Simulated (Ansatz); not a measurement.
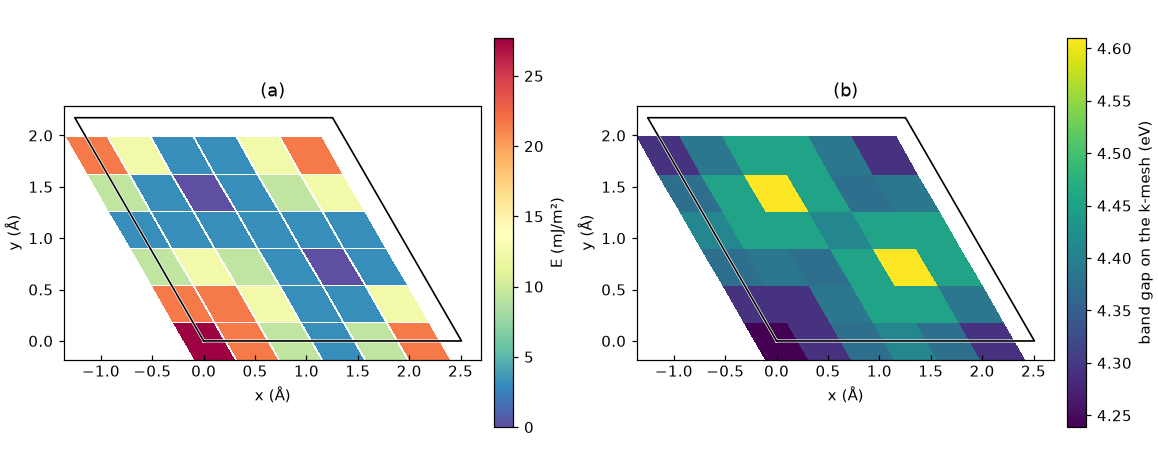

A bilayer of two BN sheets (4 atoms in the cell). 
- The upper layer of a bilayer is slid over the lower one; relaxed at each slide: nothing; the origin of the map has B3 above B1; the distance between the facing planes is held at 3.73 Å.
- Places are given modulo a cell vector. The map is drawn in real space over the plane of the slide.
- The scan uses a 6 × 6 grid; 7 points were computed and 29 follow by symmetry.
- Energies: mJ/m², counted from the lowest grid point.
- At a held distance the lowest stacking need not be the one that binds best once the distance relaxes.
- All numbers below come from DFT PBE+D3(BJ), scalar-relativistic, plane waves, PAW (Ansatz). Settings: cutoff 420 eV, k-mesh 12×12×1, gaussian smearing 0.05 eV, no spin polarisation.

Panel (a) is the energy; panel (b) is the computed band gap on the k-mesh, in eV.

The picture shows one coloured cell a grid point, the outline of one cell of the plane.

**How does the band gap on the k-mesh vary over the map, and what is it at the lowest grid point?**

It runs from 4.24 eV at (0/6, 0/6) of the cell vectors to 4.61 eV at (2/6, 4/6) of the cell vectors. At the lowest grid point, (2/6, 4/6) of the cell vectors, it is 4.61 eV.
